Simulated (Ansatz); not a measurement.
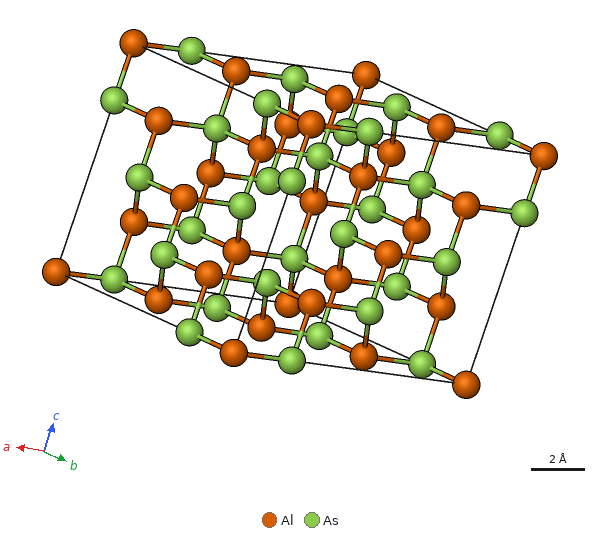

*The input geometry (ball-and-stick view of the cell of the calculation, seen at an oblique angle).*

Near neighbours in the crystal (not all of them lie inside the picture): Al has 4 As at 2.47 to 2.50 Å; As has 3 Al at 2.48 Å; As has 4 Al at 2.47 to 2.50 Å.

**Geometry relaxation of Al15As16 (charge +1) (part 1 of 3)**

System: Al15As16 (defect cell, 31 atoms in the cell, total charge +1).
Method: DFT PBE, scalar-relativistic, plane waves, PAW, spin-polarised (Ansatz 0.2.0).

The structure derives from a Materials Project entry. It belongs to a series of runs on one base structure; here: Al vacancy (site a), charge +1, atoms relaxed at the host's cell, started again with a moment of 2 μB.

What the program printed
```
Engine: ansatz 0.2.0, aarch64-unknown-linux-gnu
Pseudopotentials: kind: paw
Pseudopotential: Al, paw, valence charge 3, recommended cutoff 420 eV (normal), Al.paw.azcp
Pseudopotential: As, paw, valence charge 15, recommended cutoff 420 eV (normal), As.paw.azcp
Functional definition: PBE
  parameter kappa = 0.804
  parameter beta = 0.06672455060314922
  exchange = pbe_x(kappa = kappa, mu = beta*pi^2/3)
  correlation = pbe_c(beta = beta)
Crystal: 31 atoms, lattice volume = 751.708 Å³
Basis set: ecut = 420 eV, 14771 PW (Γ), exchange–correlation on 144×144×144 points (8 copies of the dense FFT grid, shifted against one another)
Bands: 174, of which v1, the nominal top of the filled ones, is band 142 counted from 1 (141 counted from 0)
Symmetry: 24 space group operations
Space group: I-43m (ITA 217), of the structure as read, at distance tolerance 9.1e-5 Å
Magnetic group: BNS 217.78 (UNI 1580), of the structure as read, at distance tolerance 9.1e-5 Å
k-points: 2 of 8 (time reversal used)
Non-local potential: Al, projectors of the file, l = 0: 2, l = 1: 2, l = 2: 1
Non-local potential: As, projectors of the file, l = 0: 2, l = 1: 2, l = 2: 3, l = 3: 1
PAW form: soft (Blöchl's): semilocal exchange-correlation on the pseudo side does not see the compensation charge
PAW one-centre angular grid: Al, 110 points (default); XC on 64 Gauss nodes
PAW one-centre angular grid: As, 590 points (default); XC on 64 Gauss nodes
Initial density: superposition of atomic densities (chi_scale 0.1, normalization cell)
Starting moments: Σ|m| = 2 μB on 4 of 31 sites
Initial wavefunctions: pseudopotential atomic-orbital guess
Functional: x = pbe(κ = 0.804, μ = 0.2195149727645171), c = pbe(β = 0.06672455060314922)
SCF iter   1: F=—  HF=-85781.796446 eV  |F-HF|=—  |Δ(HF+E_count)|=         —  Δρ=2.39e-2 (↑2.19e-2 ↓2.39e-2)  dr2=1.60e1  dr2_m=1.22e0  M=0.500 μB ∫|m|=0.545 μB  β_m=0.30  ethr=3.10e-3  ⟨swp⟩=6.0  Hψ=2634  notcnv=0  defer=4
preconditioner: auto → Resta (q_TF=auto, 2.320 Å⁻¹)  ε∞=4.2  [insulator: Δε(μ)=0.203 eV  Ē_g=8.405 eV  σ=0.010 eV  W_gap=0.67  n_scr=140 (ndim 8)  ℏωp=15.1 eV  f_vac=0.000  D(μ)=77.13/eV (n_scr^D=958)  ε∞_Penn≈4.2]
spin=Collinear: Resta preconditioning applied to the charge; magnetization (m = ρ↑ − ρ↓) channel mixes plain (no charge-response kernel on spin).
SCF iter   2: F=—  HF=-85779.660483 eV  |F-HF|=—  |Δ(HF+E_count)|=    2.14e0  Δρ=1.71e-2 (↑1.58e-2 ↓1.71e-2)  dr2=7.80e0  dr2_m=6.03e-1  M=0.500 μB ∫|m|=0.538 μB  β_m=0.30  ethr=3.10e-3  ⟨swp⟩=2.0  Hψ=831  notcnv=0  defer=101
SCF iter   3: F=—  HF=-85777.779010 eV  |F-HF|=—  |Δ(HF+E_count)|=    1.88e0  Δρ=7.82e-3 (↑7.33e-3 ↓7.82e-3)  dr2=4.42e-1  dr2_m=2.98e-1  M=0.500 μB ∫|m|=0.546 μB  β_m=0.30  ethr=2.75e-3  ⟨swp⟩=2.8  Hψ=877  notcnv=0  defer=101
SCF iter   4: F=—  HF=-85777.775405 eV  |F-HF|=—  |Δ(HF+E_count)|=   3.61e-3  Δρ=4.88e-3 (↑4.72e-3 ↓4.88e-3)  dr2=5.01e-2  dr2_m=1.47e-1  M=0.500 μB ∫|m|=0.534 μB  β_m=0.30  ethr=1.56e-4  ⟨swp⟩=2.2  Hψ=1339  notcnv=0  defer=101
SCF iter   5: F=—  HF=-85777.793893 eV  |F-HF|=—  |Δ(HF+E_count)|=   1.85e-2  Δρ=3.38e-3 (↑3.32e-3 ↓3.38e-3)  dr2=2.28e-2  dr2_m=7.29e-2  M=0.500 μB ∫|m|=0.534 μB  β_m=0.30  ethr=1.76e-5  ⟨swp⟩=3.0  Hψ=1099  notcnv=0  defer=101
SCF iter   6: F=—  HF=-85777.812658 eV  |F-HF|=—  |Δ(HF+E_count)|=   1.88e-2  Δρ=2.33e-3 (↑2.33e-3 ↓2.29e-3)  dr2=2.29e-3  dr2_m=3.60e-2  M=0.500 μB ∫|m|=0.534 μB  β_m=0.30  ethr=8.01e-6  ⟨swp⟩=3.0  Hψ=1125  notcnv=0  defer=101
SCF iter   7: F=—  HF=-85777.817161 eV  |F-HF|=—  |Δ(HF+E_count)|=   4.50e-3  Δρ=1.64e-3 (↑1.64e-3 ↓1.58e-3)  dr2=3.20e-4  dr2_m=1.78e-2  M=0.500 μB ∫|m|=0.534 μB  β_m=0.30  ethr=8.07e-7  ⟨swp⟩=2.0  Hψ=1190  notcnv=0  defer=101
Mixer restart at iter 7: flushing history
spin-set hold released at iteration 7 (site moments contracting): the magnetisation degrees of freedom join the quasi-Newton model from the next iteration; the mixer history was flushed
SCF iter   8: F=—  HF=-85777.818547 eV  |F-HF|=—  |Δ(HF+E_count)|=   1.39e-3  Δρ=1.15e-3 (↑1.15e-3 ↓1.12e-3)  dr2=1.87e-4  dr2_m=8.83e-3  M=0.500 μB ∫|m|=0.534 μB  β_m=0.65  ethr=1.13e-7  ⟨swp⟩=2.0  Hψ=997  notcnv=0  defer=101
SCF iter   9: F=—  HF=-85777.820166 eV  |F-HF|=—  |Δ(HF+E_count)|=   1.62e-3  Δρ=2.88e-5 (↑2.88e-5 ↓2.61e-5)  dr2=2.60e-5  dr2_m=2.75e-6  M=0.500 μB ∫|m|=0.536 μB  β_m=0.61  ethr=6.57e-8  ⟨swp⟩=2.0  Hψ=1163  notcnv=0  defer=101
SCF iter  10: F=—  HF=-85777.820155 eV  |F-HF|=—  |Δ(HF+E_count)|=   1.09e-5  Δρ=1.63e-5 (↑1.62e-5 ↓1.63e-5)  dr2=5.86e-6  dr2_m=1.06e-6  M=0.500 μB ∫|m|=0.537 μB  β_m=0.68  ethr=5.50e-9  ⟨swp⟩=17.8  Hψ=6606  notcnv=0
SCF iter  11: F=—  HF=-85777.820164 eV  |F-HF|=—  |Δ(HF+E_count)|=   8.18e-6  Δρ=8.62e-6 (↑8.62e-6 ↓8.44e-6)  dr2=1.96e-6  dr2_m=2.41e-7  M=0.500 μB ∫|m|=0.537 μB  β_m=0.84  ethr=2.07e-9  ⟨swp⟩=9.0  Hψ=4827  notcnv=0
SCF iter  12: F=-85777.820168 eV  HF=-85777.820168 eV  |F-HF|=5.48e-7  |Δ(HF+E_count)|=   4.16e-6  Δρ=3.11e-6 (↑3.08e-6 ↓3.11e-6)  dr2=3.12e-7  dr2_m=2.65e-8  M=0.500 μB ∫|m|=0.537 μB  ethr=6.90e-10  ⟨swp⟩=9.0  Hψ=4000  notcnv=0
SCF 1 converged in 12 iterations: F = -85777.820168 eV  dr2 = 3.12e-7
  greatest PAW one-centre occupation: 0.999 electrons in one spin orbital (limit 2), on the As atom at site 29 (counted from 0), in its partial waves of l = 2
relax step   1: F+E_penalty+E_count = -85777.82016832 eV  Δ(F+E_penalty+E_count) = +0.000e0 eV  max|allowed force component| = 2.221e-2 eV/Å  Δτ_max = 0.0000 Å  (12 SCF iters, dr2 threshold 1.56e-5 eV, accepted)
Initial density: handed on by an earlier stage of this run
Starting moments: Σ|m| = 2 μB on 4 of 31 sites; this step starts from the density that it was given
Initial wavefunctions: those handed on with the density
iter 1 solved again at ethr=1.10e-10 eV; its pass at ethr=3.10e-3 eV (dr2=3.13e-7 eV) is discarded
SCF iter   1: F=—  HF=-85777.820168 eV  |F-HF|=—  |Δ(HF+E_count)|=         —  Δρ=3.12e-6 (↑3.07e-6 ↓3.12e-6)  dr2=3.12e-7  dr2_m=2.65e-8  M=0.500 μB ∫|m|=0.537 μB  β_m=0.30  ethr=1.10e-10  ⟨swp⟩=1.0  Hψ=1640  notcnv=0
preconditioner: auto → Resta (q_TF=auto, 2.320 Å⁻¹)  ε∞=4.4  [insulator: Δε(μ)=0.277 eV  Ē_g=8.139 eV  σ=0.010 eV  W_gap=0.67  n_scr=140 (ndim 8)  ℏωp=15.1 eV  f_vac=0.008  D(μ)=77.13/eV (n_scr^D=958)  ε∞_Penn≈4.4]
spin=Collinear: Resta preconditioning applied to the charge; magnetization (m = ρ↑ − ρ↓) channel mixes plain (no charge-response kernel on spin).
SCF iter   2: F=—  HF=-85777.820168 eV  |F-HF|=—  |Δ(HF+E_count)|=   2.06e-7  Δρ=2.50e-6 (↑2.50e-6 ↓2.49e-6)  dr2=2.18e-7  dr2_m=1.56e-8  M=0.500 μB ∫|m|=0.537 μB  β_m=0.65  ethr=1.10e-10  ⟨swp⟩=1.0  Hψ=596  notcnv=0
SCF iter   3: F=-85777.820168 eV  HF=-85777.820168 eV  |F-HF|=1.32e-8  |Δ(HF+E_count)|=   4.58e-7  Δρ=5.31e-7 (↑5.13e-7 ↓5.31e-7)  dr2=1.60e-8  dr2_m=1.64e-10  M=0.500 μB ∫|m|=0.537 μB  ethr=3.52e-11  ⟨swp⟩=5.0  Hψ=3428  notcnv=0
SCF 2 converged in 3 iterations: F = -85777.820168 eV  dr2 = 1.60e-8
relax step   2: F+E_penalty+E_count = -85777.82016845 eV  Δ(F+E_penalty+E_count) = -1.298e-7 eV  max|allowed force component| = 2.220e-2 eV/Å  Δτ_max = 0.0000 Å  (3 SCF iters, accepted)
```

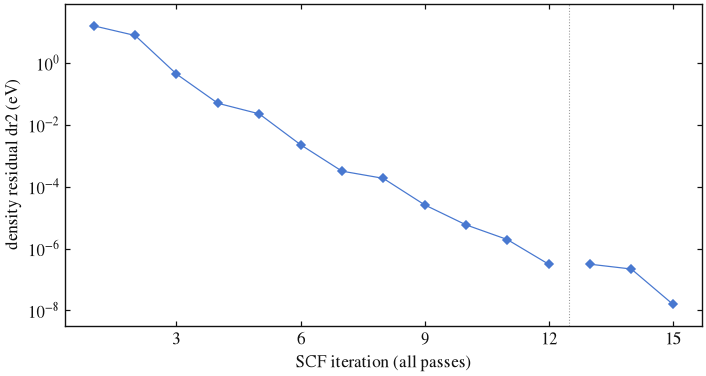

*Convergence of the self-consistent field: density residual dr2 against the SCF iteration. The dotted lines part the SCF passes of the relaxation: geometry steps, rejected trials and re-solves on a re-selected basis.*

The passes take 12 and 3 iterations.

```
SCF converged after 3 iterations
Magnetization: 0.5000 μB (142.2500 up, 141.7500 down)
Absolute magnetization: 0.5350 μB (∫|ρ↑−ρ↓|, with the PAW one-centre terms)
Spin contamination: 0.0034 ħ² per cell (⟨S²⟩ above its minimum at these occupations)
Per-site moments (μB) at R_I (Å): [(0.0008470697692540954, 1.01833606185526), (0.0008470697692542911, 1.0183360618552602), (0.0020750983681858642, 1.0262463070850691), (0.0008470697692541573, 1.01833606185526), (0.0020750983681857324, 1.026246307085069), (0.0008470697692541803, 1.01833606185526), (0.000847069769254302, 1.0183360618552597), (0.0008470697692541444, 1.0183360618552608), (0.0008470697692542447, 1.01833606185526), (0.0008470697692541797, 1.0183360618552602), (0.002075098368185855, 1.026246307085069), (0.0008470697692541699, 1.01833606185526), (0.0008470697692542087, 1.0183360618552602), (0.0008470697692543518, 1.0183360618552602), (0.0008470697692542298, 1.0183360618552602), (0.04349341593877061, 1.0241084548324757), (0.004149474364470997, 1.0183360618552604), (0.0041494743644707385, 1.0183360618552602), (0.004149474364470928, 1.0183360618552602), (0.004149474364470994, 1.0183360618552602), (0.004149474364470882, 1.01833606185526), (0.004149474364471074, 1.0183360618552604), (0.004149474364470945, 1.0183360618552602), (0.004149474364471104, 1.0183360618552602), (0.004149474364470871, 1.01833606185526), (0.0041494743644710985, 1.0183360618552602), (0.004149474364470914, 1.01833606185526), (0.0041494743644710595, 1.0183360618552597), (0.043493415938770624, 1.0241084548324753), (0.04349341593877061, 1.024108454832475), (0.04349341593877062, 1.024108454832475)]
Free energy (F): -85777.820168 eV
Harris-Foulkes:  -85777.820168 eV  (|F-HF|=1.32e-8)
Internal energy: -85777.816312 eV  (E = F + TS)
E sigma→0 (E₀):  -85777.818240 eV
Entropy (-TS):   -0.003857 eV (-0.124 meV/atom)
Fermi energy:    5.667837 eV
--- Per-component energies (eV) ---
  E_band       = -4472.620047
  E_kinetic    = 1970.151616
  E_local      = -34341.993145  (includes V_loc(G=0)·N_el)
  E_nonlocal   = -10572.718150
  E_hartree    = 18250.695125
  E_xc         = -1844.447956
  E_vxc        = -1677.573662  (∫ρ·V_xc dr)
  E_paw        = -36378.641553  (= ΣΔE_a)
  E_vpaw       = 3648.130836  (= ΣTr[D̂ρ^β])
  E_aug_tail   = 0.000109  (compensation charges beyond the density's cutoff)
  E_ewald      = -22860.862358
  E_smearing   = -0.003857  (= −TS)
  E_closure    = -0.000000  (closes the sum)
  E_deformation_potential = 12.158909  (in the stress; not in F)
  Σ components = -85777.820168   (vs F -85777.820168, Δ=0.00e0)
--- Forces (eV/Å), atoms counted from 1 ---
  atom   1  Al    -0.01409774     0.01268083    -0.01268083
  atom   2  Al    -0.01268083     0.01409774    -0.01268083
  atom   3  Al    -0.00000000     0.00000000    -0.00000000
  atom   4  Al     0.01268083    -0.01268083    -0.01409774
  atom   5  Al    -0.00000000    -0.00000000     0.00000000
  atom   6  Al    -0.01409774    -0.01268083     0.01268083
  atom   7  Al     0.01268083    -0.01409774    -0.01268083
  atom   8  Al     0.01409774    -0.01268083    -0.01268083
  atom   9  Al     0.01268083     0.01409774     0.01268083
  atom  10  Al    -0.01268083    -0.01268083     0.01409774
  atom  11  Al    -0.00000000     0.00000000     0.00000000
  atom  12  Al     0.01268083     0.01268083     0.01409774
  atom  13  Al     0.01409774     0.01268083     0.01268083
  atom  14  Al    -0.01268083    -0.01409774     0.01268083
  atom  15  Al    -0.01268083     0.01268083    -0.01409774
  atom  16  As    -0.02220444     0.02220444     0.02220444
  atom  17  As     0.00363313     0.00363313    -0.00610580
  atom  18  As    -0.00363313    -0.00363313    -0.00610580
  atom  19  As    -0.00610580    -0.00363313    -0.00363313
  atom  20  As    -0.00363313     0.00363313     0.00610580
  atom  21  As     0.00363313     0.00610580    -0.00363313
  atom  22  As     0.00363313    -0.00610580     0.00363313
  atom  23  As    -0.00363313     0.00610580     0.00363313
  atom  24  As    -0.00610580     0.00363313     0.00363313
  atom  25  As     0.00610580    -0.00363313     0.00363313
  atom  26  As    -0.00363313    -0.00610580    -0.00363313
  atom  27  As     0.00363313    -0.00363313     0.00610580
  atom  28  As     0.00610580     0.00363313    -0.00363313
  atom  29  As    -0.02220444    -0.02220444    -0.02220444
  atom  30  As     0.02220444     0.02220444    -0.02220444
  atom  31  As     0.02220444    -0.02220444     0.02220444
  max |Σ_I F_I| component: 1.39e-17 eV/Å
--- Charged-cell corrections in eV (Makov–Payne, q = +1.000 e, ε = 11.564) ---
  F (periodic)     = -85777.820168  (uncorrected; the corrections below are reported, never added to it)
  E_corr1          = +0.197785  (monopole, q²α_M/2εL)
  F Makov-Payne    = -85777.622383  (F + E_corr1; no measured alignment; for a localised charge, not one spread in a band: unchecked)
  no potential alignment in this run, which stands beside a crystal: run the host's input off ansatz write-host-input, and read the two finished runs by ansatz place-levels (neither reads a slab, a wire or a sheet, whose cell leaves a vacuum)
--- Band table (eV) ---
```
